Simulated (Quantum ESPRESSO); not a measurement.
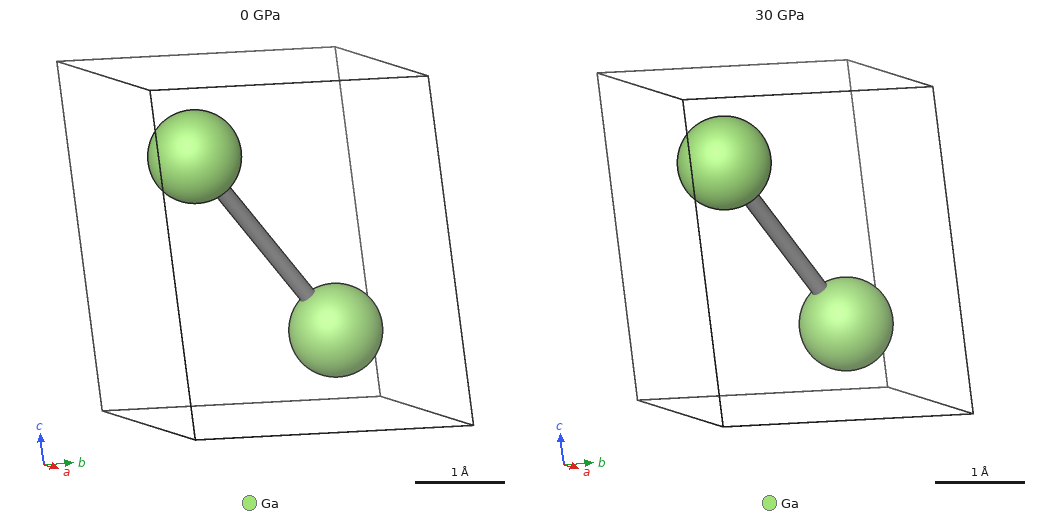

Ga, space group P2₁/m (No. 11), relaxed (cell and atoms) under a series of hydrostatic pressures; the conventional cell is drawn at the lowest and the highest, to one scale (sticks follow a distance rule). The start was a structure listed in the Materials Project. This isn't the form of Ga at room conditions, which is orthorhombic.

Alike in all runs: Quantum ESPRESSO 7.5; functional PBEsol; potentials GBRV 1.5 PBEsol; cutoff 871 eV; k mesh 7 × 6 × 5 on the run's cell of 2 atoms; occupations fermi-dirac, width 0.05 eV; no spin polarisation; no spin-orbit coupling.

```tsv
pressure (GPa)	volume (Å³/atom)	a (Å)	b (Å)	c (Å)
0.0	17.911	2.770	3.391	4.045
2.1	?	?	?	?
5.1	16.742	2.704	3.302	3.976
10.2	15.901	2.655	3.233	3.946
20.2	14.722	2.594	3.119	3.846
30.1	13.890	2.548	3.048	3.774
```

Fit a third-order Birch-Murnaghan equation to the rows given and use it to fill in the volume that is left out.

Answer. The fit gives V0 = 17.92 Å³/atom, B0 = 64 GPa and B0′ = 4.8, which puts the volume at 2.1 GPa at 17.38 Å³/atom. The run gave volume 17.392 Å³/atom; a 2.742 Å; b 3.354 Å; c 4.011 Å.

Which axis yields most up to 30 GPa?

Answer. The b axis: a −8.0 %, b −10.1 %, c −6.7 %, against −22.4 % in volume.

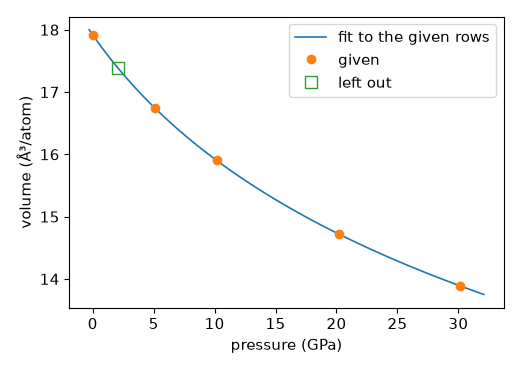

Volume against pressure, with the fit. The structure was kept in its own symmetry, so a change to another phase within this range wouldn't be seen.

Caveat: the k mesh is coarse.
